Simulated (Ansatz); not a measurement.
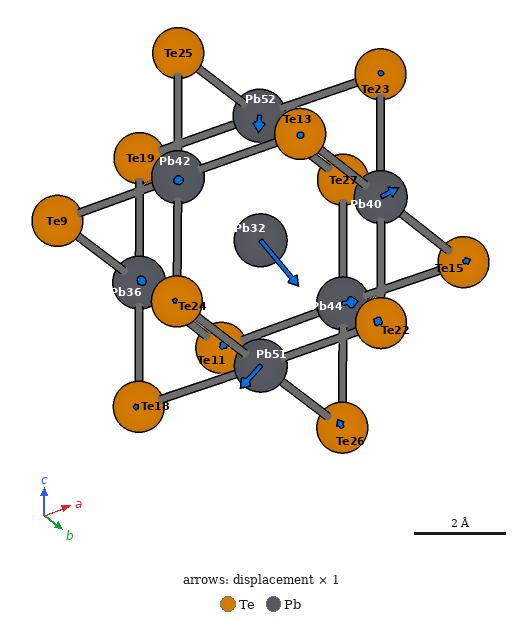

A relaxation of a defect cell of composition Te31Pb33 (cell charge +2). The starting structure is drawn; blue arrows show the displacements, at their true length.

The picture is a ball-and-stick view of the atoms within 5.0 Å of the atom that moves most (axes of the cell of the calculation (origin shifted)), seen from a free direction.

The calculation used DFT, PBEsol, PAW, plane waves in Ansatz. (plane-wave cutoff 420 eV; k-point mesh 1 × 1 × 1; mesh shifted by (0.25, 0.25, 0.25); no spin polarisation; atoms relaxed in a fixed cell; force threshold 0.03 eV/Å; at most 80 steps)

Question: Which element moves most?

Answer: Lead: up to 1.41 Å, against 0.56 Å for tellurium.

Question: What happened in the run?

Answer: After 13 geometry steps the energy has fallen by 0.673 eV per cell of the calculation. The largest force component goes from 0.2 to 0.012 eV/Å. The atom that moves furthest is Pb32 (1.41 Å along [1 1 −2]). Largest moves by element: Pb 1.41 Å, Te 0.56 Å. The cell doesn't change. Near-neighbour distances that change, for instance: Te22–Pb32 4.565 → 3.167 Å, Te26–Pb32 4.551 → 3.169 Å, Te22–Pb51 3.210 → 3.461 Å, Te26–Pb51 3.221 → 3.466 Å. New bonds form, among them: Te22–Pb32 (4.57 → 3.17 Å), Te26–Pb32 (4.55 → 3.17 Å).

Limits of the set-up: the cell is charged, on a uniform background, and energies carry no finite-size correction.
